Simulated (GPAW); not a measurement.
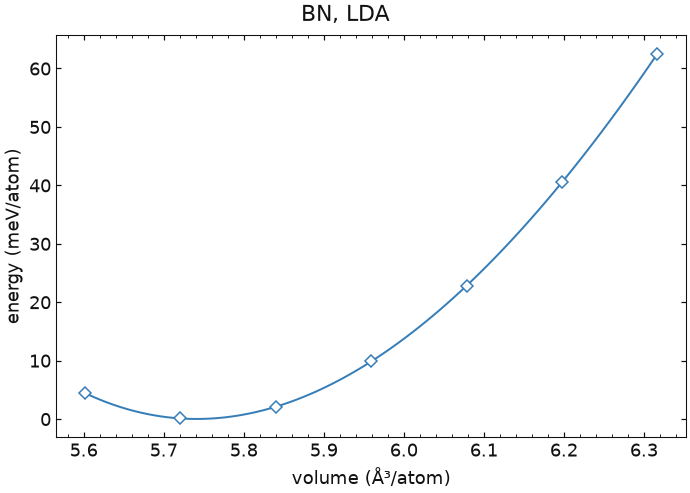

The figure shows the energy against volume for BN, space group F-43m (No. 216).

Starting cell:
```xyz
2
Lattice="0.0000 1.8130 1.8130 1.8130 0.0000 1.8130 1.8130 1.8130 0.0000" Properties=species:S:1:pos:R:3 pbc="T T T"
N     0.9065    0.9065    0.9065
B     0.0000    0.0000    0.0000
```

Calculation (GPAW 26.7.0): PAW DFT in plane waves, on a grid or in atomic orbitals, no spin polarisation; energies at scaled volumes of the given cell, shape and fractions fixed, counted from the fit's minimum, third-order Birch-Murnaghan fit. Level: LDA.

k mesh 13×13×13; occupations Fermi–Dirac; smearing width 0.05 eV; potentials GPAW PAW data sets (gpaw data 1.2.1); wave cutoff 800 eV; program settings basis pw.

From this curve and the settings, what does the calculation give for the pressure at the same points?

The pressure falls from 8.87 GPa at volume 5.6017 Å³/atom to −33.69 GPa at 6.3168 Å³/atom, and changes sign near 5.72 Å³/atom.

| volume (Å³/atom) | pressure (GPa) |
| --- | --- |
| 5.6017 | 8.87 |
| 5.7209 | −0.05 |
| 5.8401 | −8.13 |
| 5.9593 | −15.48 |
| 6.0785 | −22.15 |
| 6.1977 | −28.19 |
| 6.3168 | −33.69 |
